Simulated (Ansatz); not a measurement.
**Nb: molecular dynamics (part 2 of 2)**

The same run, continued: Nb (Im-3m, 4 atoms in the cell); DFT, LDA, all-electron LAPW, scalar-relativistic, no spin polarisation (Ansatz 0.2.0); 4×4×8 k-mesh, Fermi–Dirac smearing of 0.08 eV. The structure derives from an entry of the Crystallography Open Database. It belongs to a series of runs on one base structure; here: 15 steps of 2.0 fs from 300 K, LAPW in place of PAW files.

Geometry of the input (Å; fractional positions):
```
-3.3279  3.3279  3.3279
3.3279  -3.3279  3.3279
1.6640  1.6640  -1.6640
Nb 0.0000  0.0000  0.0000
Nb -0.0000  0.5000  0.0000
Nb 0.5000  0.0000  0.0000
Nb 0.5000  0.5000  0.0000
```

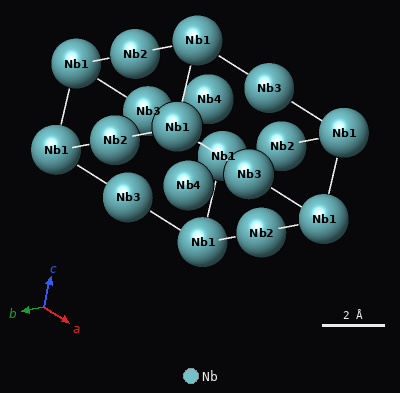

Figure 1. The geometry at step 8 of the log (spheres-only view of the cell of the calculation, seen at an oblique angle; atoms are numbered from 1 in the order of the input).

**Output, continued**
```
  k-point 1: bands = ["-322.8181", "-322.8174", "-322.8172", "-322.8159", "-322.8155", "-322.8151", "-322.8148", "-322.8128", "-322.8121", "-322.8034", "-322.8020", "-322.7997", "-173.0771", "-173.0764", "-173.0763", "-173.0759", "-173.0737", "-173.0729", "-173.0622", "-173.0621", "-173.0614", "-173.0614", "-173.0604", "-173.0602", "-173.0600", "-173.0590", "-173.0582", "-173.0571", "-173.0560", "-173.0465", "-173.0459", "-173.0438", "-35.0742", "-34.8775", "-34.8748", "-34.8476", "-11.7311", "-11.7022", "-11.6821", "-11.0014", "-10.9572", "-10.9345", "-10.6923", "-10.6398", "-10.5797", "-10.5755", "-10.5556", "-10.5015", "13.8743", "15.9473", "15.9759", "15.9876", "17.6642", "17.7087", "18.1517", "19.1210", "19.3457", "19.5077", "19.9781", "20.0322", "20.1101", "21.3093", "21.8551", "22.1173", "22.1841", "22.3034", "23.2225", "23.2579", "24.9620", "25.1899"]
  k-point 2: bands = ["-322.8181", "-322.8174", "-322.8172", "-322.8159", "-322.8155", "-322.8151", "-322.8148", "-322.8128", "-322.8121", "-322.8034", "-322.8020", "-322.7997", "-173.0771", "-173.0764", "-173.0763", "-173.0759", "-173.0737", "-173.0729", "-173.0622", "-173.0621", "-173.0614", "-173.0614", "-173.0604", "-173.0602", "-173.0600", "-173.0590", "-173.0582", "-173.0571", "-173.0560", "-173.0465", "-173.0459", "-173.0438", "-34.9943", "-34.8773", "-34.8741", "-34.7927", "-11.5941", "-11.5618", "-11.5444", "-11.2029", "-11.1630", "-11.0492", "-11.0214", "-10.9277", "-10.7031", "-10.6373", "-10.6261", "-10.5059", "15.1818", "16.4687", "16.7292", "16.7586", "17.4071", "17.7667", "17.8411", "18.3885", "18.7552", "18.7934", "19.1061", "19.9347", "20.7862", "21.6705", "21.7963", "21.9154", "22.0507", "22.4303", "23.0892", "23.1020", "24.9353", "26.3016"]
  k-point 67: bands = ["-322.8181", "-322.8174", "-322.8172", "-322.8159", "-322.8155", "-322.8151", "-322.8148", "-322.8128", "-322.8121", "-322.8034", "-322.8020", "-322.7997", "-173.0771", "-173.0764", "-173.0763", "-173.0759", "-173.0737", "-173.0729", "-173.0622", "-173.0621", "-173.0614", "-173.0614", "-173.0604", "-173.0602", "-173.0599", "-173.0590", "-173.0582", "-173.0571", "-173.0560", "-173.0465", "-173.0459", "-173.0438", "-34.8863", "-34.8727", "-34.7981", "-34.7869", "-11.6111", "-11.5848", "-11.5640", "-11.5358", "-11.1847", "-11.1386", "-11.0857", "-11.0144", "-10.9577", "-10.9182", "-10.6488", "-10.6037", "16.4243", "16.4580", "16.7000", "16.7698", "17.3619", "17.4521", "17.6070", "17.9960", "18.7270", "18.8908", "19.8404", "20.0288", "20.8003", "20.8785", "21.7096", "22.3290", "23.0658", "23.1063", "24.9349", "24.9852", "26.2880", "26.3568"]
--- MD trajectory: 15 steps, t = 0.0 → 30.0 fs ---
  final state: T = 126.2 K   F+E_penalty+E_count = -415344.54445541 eV   E_kin = 0.048935 eV
  conserved energy: peak-to-peak 5.918e-5 eV (1.480e-5 eV/atom) over 30.0 fs
```

**File md.tsv**
```
# step	time_fs	lagrangian_ev	e_kin_ev	conserved_ev	temperature_k	n_scf	instantaneous_pressure_gpa	pulay_correction_pressure_gpa	volume_ang3	basis_selection	selection_volumetric_strain	selection_max_deviatoric_strain	pulay_correction_read	pulay_correction_kernel_widenings	a_ang	b_ang	c_ang	alpha_deg	beta_deg	gamma_deg	quantum_kinetic_energy_ev	gyration_radius_ang	target_temperature_k	e_deformation_potential
0	0.000000	-4.1534461196e5	1.1633399904e-1	-4.1534449562e5	300.0000	11	-1.1613396674e1	nan	nan	nan	nan	nan	nan	nan	nan	nan	nan	nan	nan	nan	nan	nan	nan	0.0000000000e0
1	2.000000	-4.1534461156e5	1.1594130459e-1	-4.1534449562e5	298.9873	7	-1.1611874089e1	nan	nan	nan	nan	nan	nan	nan	nan	nan	nan	nan	nan	nan	nan	nan	nan	0.0000000000e0
2	4.000000	-4.1534461039e5	1.1476848280e-1	-4.1534449562e5	295.9629	7	-1.1607429832e1	nan	nan	nan	nan	nan	nan	nan	nan	nan	nan	nan	nan	nan	nan	nan	nan	0.0000000000e0
3	6.000000	-4.1534460845e5	1.1283092601e-1	-4.1534449562e5	290.9663	9	-1.1600213251e1	nan	nan	nan	nan	nan	nan	nan	nan	nan	nan	nan	nan	nan	nan	nan	nan	0.0000000000e0
4	8.000000	-4.1534460577e5	1.1015449691e-1	-4.1534449562e5	284.0644	8	-1.1590151965e1	nan	nan	nan	nan	nan	nan	nan	nan	nan	nan	nan	nan	nan	nan	nan	nan	0.0000000000e0
5	10.000000	-4.1534460239e5	1.0677598248e-1	-4.1534449562e5	275.3520	4	-1.1577496450e1	nan	nan	nan	nan	nan	nan	nan	nan	nan	nan	nan	nan	nan	nan	nan	nan	0.0000000000e0
6	12.000000	-4.1534459835e5	1.0274297575e-1	-4.1534449561e5	264.9517	3	-1.1562509012e1	nan	nan	nan	nan	nan	nan	nan	nan	nan	nan	nan	nan	nan	nan	nan	nan	0.0000000000e0
7	14.000000	-4.1534459372e5	9.8113223378e-2	-4.1534449561e5	253.0126	3	-1.1545432557e1	nan	nan	nan	nan	nan	nan	nan	nan	nan	nan	nan	nan	nan	nan	nan	nan	0.0000000000e0
8	16.000000	-4.1534458856e5	9.2953436485e-2	-4.1534449560e5	239.7066	2	-1.1526586389e1	nan	nan	nan	nan	nan	nan	nan	nan	nan	nan	nan	nan	nan	nan	nan	nan	0.0000000000e0
9	18.000000	-4.1534458294e5	8.7338453076e-2	-4.1534449560e5	225.2268	2	-1.1506298225e1	nan	nan	nan	nan	nan	nan	nan	nan	nan	nan	nan	nan	nan	nan	nan	nan	0.0000000000e0
10	20.000000	-4.1534457694e5	8.1350384849e-2	-4.1534449559e5	209.7849	9	-1.1484978666e1	nan	nan	nan	nan	nan	nan	nan	nan	nan	nan	nan	nan	nan	nan	nan	nan	0.0000000000e0
11	22.000000	-4.1534457066e5	7.5075973479e-2	-4.1534449559e5	193.6046	3	-1.1462878848e1	nan	nan	nan	nan	nan	nan	nan	nan	nan	nan	nan	nan	nan	nan	nan	nan	0.0000000000e0
12	24.000000	-4.1534456414e5	6.8605696020e-2	-4.1534449558e5	176.9191	9	-1.1440527540e1	nan	nan	nan	nan	nan	nan	nan	nan	nan	nan	nan	nan	nan	nan	nan	nan	0.0000000000e0
13	26.000000	-4.1534455756e5	6.2030438674e-2	-4.1534449558e5	159.9630	9	-1.1417985722e1	nan	nan	nan	nan	nan	nan	nan	nan	nan	nan	nan	nan	nan	nan	nan	nan	0.0000000000e0
14	28.000000	-4.1534455097e5	5.5442970043e-2	-4.1534449557e5	142.9753	9	-1.1395726773e1	nan	nan	nan	nan	nan	nan	nan	nan	nan	nan	nan	nan	nan	nan	nan	nan	0.0000000000e0
15	30.000000	-4.1534454446e5	4.8934785113e-2	-4.1534449556e5	126.1921	9	-1.1374073929e1	nan	nan	nan	nan	nan	nan	nan	nan	nan	nan	nan	nan	nan	nan	nan	nan	0.0000000000e0
```

**Trajectory as extended XYZ (Å, eV, eV/Å), 16 frames, from step=0 to step=15**
```
4
Lattice="-3.3279 3.3279 3.3279 3.3279 -3.3279 3.3279 1.6640 1.6640 -1.6640" Properties=species:S:1:pos:R:3:forces:R:3 step=0 time_fs=0.0 energy=-415344.61196 temperature=300.0 pressure_GPa=-11.61
Nb    0.0000    0.0000    0.0000    0.0000   0.0000   0.0000
Nb    1.6640   -1.6640    1.6640    0.0000   0.0000   0.0000
Nb   -1.6640    1.6640    1.6640    0.0000   0.0000   0.0000
Nb    0.0000    0.0000    3.3279    0.0000   0.0000   0.0000
4
Lattice="-3.3279 3.3279 3.3279 3.3279 -3.3279 3.3279 1.6640 1.6640 -1.6640" Properties=species:S:1:pos:R:3:forces:R:3 step=1 time_fs=2.0 energy=-415344.61156 temperature=299.0 pressure_GPa=-11.61
Nb    0.0033    0.0068    0.0007   -0.0212  -0.0578  -0.0090
Nb    1.6633   -1.6673    1.6669   -0.0044   0.0243  -0.0262
Nb   -1.6663    1.6619    1.6619    0.0163   0.0118   0.0170
Nb   -0.0003   -0.0014    3.3262    0.0093   0.0217   0.0183
4
Lattice="-3.3279 3.3279 3.3279 3.3279 -3.3279 3.3279 1.6640 1.6640 -1.6640" Properties=species:S:1:pos:R:3:forces:R:3 step=2 time_fs=4.0 energy=-415344.61039 temperature=296.0 pressure_GPa=-11.61
Nb    0.0065    0.0136    0.0015   -0.0423  -0.1154  -0.0180
Nb    1.6627   -1.6707    1.6699   -0.0088   0.0485  -0.0524
Nb   -1.6685    1.6598    1.6599    0.0326   0.0236   0.0339
Nb   -0.0006   -0.0027    3.3245    0.0185   0.0433   0.0365
4
Lattice="-3.3279 3.3279 3.3279 3.3279 -3.3279 3.3279 1.6640 1.6640 -1.6640" Properties=species:S:1:pos:R:3:forces:R:3 step=3 time_fs=6.0 energy=-415344.60845 temperature=291.0 pressure_GPa=-11.60
Nb    0.0097    0.0203    0.0022   -0.0634  -0.1727  -0.0270
Nb    1.6621   -1.6740    1.6728   -0.0132   0.0725  -0.0785
Nb   -1.6708    1.6578    1.6579    0.0488   0.0356   0.0508
Nb   -0.0010   -0.0040    3.3228    0.0277   0.0647   0.0547
4
Lattice="-3.3279 3.3279 3.3279 3.3279 -3.3279 3.3279 1.6640 1.6640 -1.6640" Properties=species:S:1:pos:R:3:forces:R:3 step=4 time_fs=8.0 energy=-415344.60577 temperature=284.1 pressure_GPa=-11.59
Nb    0.0130    0.0270    0.0029   -0.0843  -0.2295  -0.0360
Nb    1.6614   -1.6774    1.6758   -0.0175   0.0962  -0.1044
Nb   -1.6731    1.6557    1.6559    0.0649   0.0476   0.0676
Nb   -0.0013   -0.0053    3.3212    0.0369   0.0857   0.0728
4
Lattice="-3.3279 3.3279 3.3279 3.3279 -3.3279 3.3279 1.6640 1.6640 -1.6640" Properties=species:S:1:pos:R:3:forces:R:3 step=5 time_fs=10.0 energy=-415344.60239 temperature=275.4 pressure_GPa=-11.58
Nb    0.0161    0.0335    0.0037   -0.1051  -0.2855  -0.0449
Nb    1.6608   -1.6806    1.6786   -0.0217   0.1195  -0.1300
Nb   -1.6753    1.6537    1.6540    0.0808   0.0597   0.0842
Nb   -0.0016   -0.0066    3.3196    0.0460   0.1063   0.0907
4
Lattice="-3.3279 3.3279 3.3279 3.3279 -3.3279 3.3279 1.6640 1.6640 -1.6640" Properties=species:S:1:pos:R:3:forces:R:3 step=6 time_fs=12.0 energy=-415344.59836 temperature=265.0 pressure_GPa=-11.56
Nb    0.0193    0.0400    0.0043   -0.1256  -0.3404  -0.0536
Nb    1.6601   -1.6839    1.6815   -0.0258   0.1424  -0.1551
Nb   -1.6775    1.6517    1.6520    0.0965   0.0718   0.1004
Nb   -0.0018   -0.0078    3.3180    0.0550   0.1262   0.1082
4
Lattice="-3.3279 3.3279 3.3279 3.3279 -3.3279 3.3279 1.6640 1.6640 -1.6640" Properties=species:S:1:pos:R:3:forces:R:3 step=7 time_fs=14.0 energy=-415344.59372 temperature=253.0 pressure_GPa=-11.55
Nb    0.0223    0.0463    0.0050   -0.1459  -0.3940  -0.0620
Nb    1.6594   -1.6870    1.6842   -0.0298   0.1649  -0.1797
Nb   -1.6797    1.6497    1.6502    0.1119   0.0838   0.1163
Nb   -0.0021   -0.0090    3.3164    0.0638   0.1453   0.1253
4
Lattice="-3.3279 3.3279 3.3279 3.3279 -3.3279 3.3279 1.6640 1.6640 -1.6640" Properties=species:S:1:pos:R:3:forces:R:3 step=8 time_fs=16.0 energy=-415344.58856 temperature=239.7 pressure_GPa=-11.53
Nb    0.0253    0.0524    0.0057   -0.1657  -0.4460  -0.0700
Nb    1.6588   -1.6901    1.6869   -0.0335   0.1868  -0.2035
Nb   -1.6818    1.6478    1.6483    0.1269   0.0957   0.1316
Nb   -0.0023   -0.0101    3.3149    0.0724   0.1635   0.1419
4
Lattice="-3.3279 3.3279 3.3279 3.3279 -3.3279 3.3279 1.6640 1.6640 -1.6640" Properties=species:S:1:pos:R:3:forces:R:3 step=9 time_fs=18.0 energy=-415344.58294 temperature=225.2 pressure_GPa=-11.51
Nb    0.0283    0.0584    0.0063   -0.1851  -0.4962  -0.0776
Nb    1.6581   -1.6932    1.6895   -0.0371   0.2082  -0.2266
Nb   -1.6839    1.6459    1.6465    0.1414   0.1074   0.1464
Nb   -0.0025   -0.0111    3.3135    0.0807   0.1805   0.1578
4
Lattice="-3.3279 3.3279 3.3279 3.3279 -3.3279 3.3279 1.6640 1.6640 -1.6640" Properties=species:S:1:pos:R:3:forces:R:3 step=10 time_fs=20.0 energy=-415344.57694 temperature=209.8 pressure_GPa=-11.48
Nb    0.0312    0.0641    0.0069   -0.2040  -0.5442  -0.0848
Nb    1.6574   -1.6961    1.6920   -0.0403   0.2291  -0.2485
Nb   -1.6859    1.6441    1.6448    0.1555   0.1188   0.1604
Nb   -0.0026   -0.0121    3.3121    0.0887   0.1963   0.1729
4
Lattice="-3.3279 3.3279 3.3279 3.3279 -3.3279 3.3279 1.6640 1.6640 -1.6640" Properties=species:S:1:pos:R:3:forces:R:3 step=11 time_fs=22.0 energy=-415344.57066 temperature=193.6 pressure_GPa=-11.46
Nb    0.0339    0.0696    0.0074   -0.2222  -0.5901  -0.0914
Nb    1.6566   -1.6990    1.6944   -0.0431   0.2493  -0.2695
Nb   -1.6878    1.6423    1.6432    0.1691   0.1299   0.1737
Nb   -0.0027   -0.0129    3.3109    0.0962   0.2109   0.1872
4
Lattice="-3.3279 3.3279 3.3279 3.3279 -3.3279 3.3279 1.6640 1.6640 -1.6640" Properties=species:S:1:pos:R:3:forces:R:3 step=12 time_fs=24.0 energy=-415344.56414 temperature=176.9 pressure_GPa=-11.44
Nb    0.0366    0.0749    0.0079   -0.2398  -0.6336  -0.0976
Nb    1.6559   -1.7017    1.6967   -0.0455   0.2687  -0.2893
Nb   -1.6897    1.6405    1.6416    0.1821   0.1407   0.1863
Nb   -0.0028   -0.0137    3.3096    0.1032   0.2242   0.2006
4
Lattice="-3.3279 3.3279 3.3279 3.3279 -3.3279 3.3279 1.6640 1.6640 -1.6640" Properties=species:S:1:pos:R:3:forces:R:3 step=13 time_fs=26.0 energy=-415344.55756 temperature=160.0 pressure_GPa=-11.42
Nb    0.0392    0.0799    0.0084   -0.2567  -0.6745  -0.1034
Nb    1.6551   -1.7043    1.6988   -0.0475   0.2872  -0.3079
Nb   -1.6915    1.6388    1.6401    0.1945   0.1512   0.1981
Nb   -0.0029   -0.0144    3.3085    0.1097   0.2361   0.2131
4
Lattice="-3.3279 3.3279 3.3279 3.3279 -3.3279 3.3279 1.6640 1.6640 -1.6640" Properties=species:S:1:pos:R:3:forces:R:3 step=14 time_fs=28.0 energy=-415344.55097 temperature=143.0 pressure_GPa=-11.40
Nb    0.0417    0.0846    0.0088   -0.2728  -0.7129  -0.1086
Nb    1.6543   -1.7068    1.7009   -0.0490   0.3049  -0.3252
Nb   -1.6932    1.6372    1.6387    0.2062   0.1612   0.2091
Nb   -0.0029   -0.0150    3.3075    0.1156   0.2468   0.2247
4
Lattice="-3.3279 3.3279 3.3279 3.3279 -3.3279 3.3279 1.6640 1.6640 -1.6640" Properties=species:S:1:pos:R:3:forces:R:3 step=15 time_fs=30.0 energy=-415344.54446 temperature=126.2 pressure_GPa=-11.37
Nb    0.0441    0.0891    0.0092   -0.2880  -0.7485  -0.1134
Nb    1.6535   -1.7092    1.7028   -0.0500   0.3216  -0.3412
Nb   -1.6948    1.6357    1.6373    0.2173   0.1709   0.2194
Nb   -0.0028   -0.0155    3.3065    0.1207   0.2560   0.2352
```

**Results in brief**

```json
{"quantity": "outcome", "value": "finished"}
{"quantity": "mean temperature over the second half", "value": "184 K"}
{"quantity": "trajectory", "value": "15 steps, 30 fs"}
{"quantity": "ensemble", "value": "nve"}
{"quantity": "temperature in the input", "value": "300 K"}
{"quantity": "time step", "value": "2.0 fs"}
{"quantity": "space group of the start (tolerance 0.01 Å)", "value": "Im-3m (229)"}
{"quantity": "electrons in bands (core shells apart)", "value": "116"}
{"quantity": "potential energy (free energy of the electrons) (last step)", "value": "−415344.5445 eV"}
{"quantity": "Fermi energy (last step)", "value": "19.097 eV"}
{"quantity": "pressure (without the kinetic term) (last step)", "value": "−11.47 GPa"}
{"quantity": "largest force (length of the vector) (last step)", "value": "0.810 eV/Å"}
{"quantity": "wall time", "value": "19 min (CPU time 38 min)"}
{"quantity": "peak memory", "value": "0.79 GiB"}
```

**Remarks**

So short a trajectory is not equilibrated.
